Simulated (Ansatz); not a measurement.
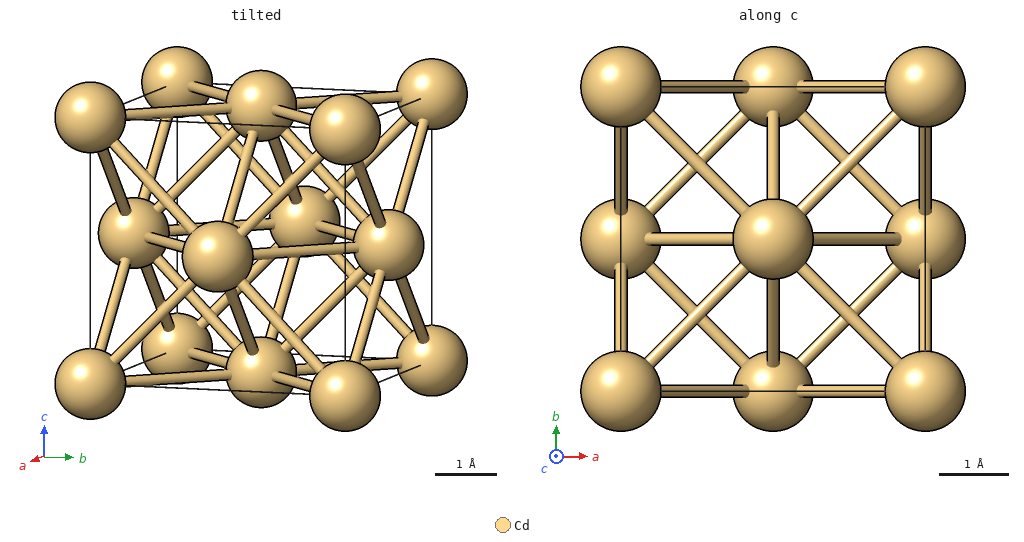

Cd, face-centred cubic (Cu type), space group Fm-3m (No. 225), a = 4.436 Å, b = 4.436 Å, c = 4.436 Å, α = 90.00°, β = 90.00°, γ = 90.00°. The figure gives a ball-and-stick picture of the atoms, viewed slightly off an axis and along the c axis. The parallelepiped is the conventional unit cell. This one geometry was run with four functionals. The cell is a structure listed in the Materials Project. This isn't the form of Cd at room conditions, which is hcp.

Alike in all runs: Ansatz 0.2.0; potentials Ansatz PAW; cutoff 420 eV; k mesh 6 × 6 × 6 on the run's cell of 1 atom; occupations fermi-dirac, width 0.05 eV; no spin polarisation; no spin-orbit coupling. All runs are metallic.

```tsv
level	pressure (GPa)
PBEsol	-0.2
HSE06	2.3
PBE0	?
LDA	-2.9
```

What does PBE0 give?

Pressure 3.4 GPa. That is the highest pressure of all.

Order the levels by the equilibrium volume that these pressures point to, smallest first.

LDA (-2.9 GPa), PBEsol (-0.2 GPa), HSE06 (2.3 GPa), PBE0 (3.4 GPa). A higher pressure at one volume points to a larger equilibrium volume, as long as the bulk moduli are alike; rows a few tenths of a GPa apart can't be told apart.

Notes on single rows: PBEsol, HSE06, PBE0 and LDA: the k mesh is coarse (spacing up to 0.41 Å⁻¹), so the values aren't converged; HSE06 and PBE0: the k mesh is coarse (spacing up to 0.41 Å⁻¹), so the values aren't converged, least of all with exact exchange.

Caveat: rows whose functional differs from that of their potentials carry a shift in pressure and volume, which can reorder them.
